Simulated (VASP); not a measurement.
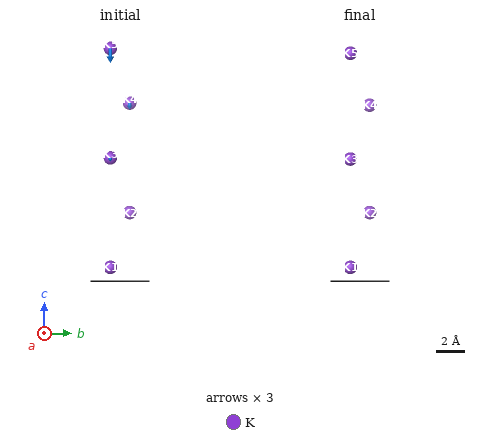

The structure of a slab of composition K before (left) and after (right) a relaxation, at one scale. The blue arrows give the displacements, magnified 3 times.

A ball-and-stick model of the cell of the calculation, outlined in the plane, without the vacuum, seen along the a axis.

The run lets the atoms move in a fixed cell. 2 atoms are held fixed.

The calculation used VASP 6.6.1, Kohn-Sham DFT of a periodic cell, PBE, VASP PAW PBE potentials, minimal.

The input:
```
SYSTEM = K
  PREC = Accurate
  ENCUT = 600
  EDIFF = 1E-6
  ISMEAR = -1
  SIGMA = 0.05
  LREAL = .FALSE.
  LASPH = .TRUE.
  NELM = 80
  ALGO = Normal
  ISIF = 2
  LWAVE = .FALSE.
  LCHARG = .FALSE.
  LDIPOL = .TRUE.
  IDIPOL = 3
  DIPOL = 0.5 0.5 0.500
  GGA = PE
  IBRION = 2
  NSW = 60
  EDIFFG = -0.01
```

Command:
```bash
cat potpaw_PBE.64/K_pv/POTCAR > POTCAR
mpirun -np 1 vasp_std > vasp.out
```

Question: What changed between the two?

Answer: The energy falls by 6.3 meV per cell of the calculation in 12 geometry steps. Largest force component: 0.048 eV/Å at the start, 0.049 eV/Å at the end. K5 moves most: 0.35 Å along the normal (−c). The cell doesn't change.
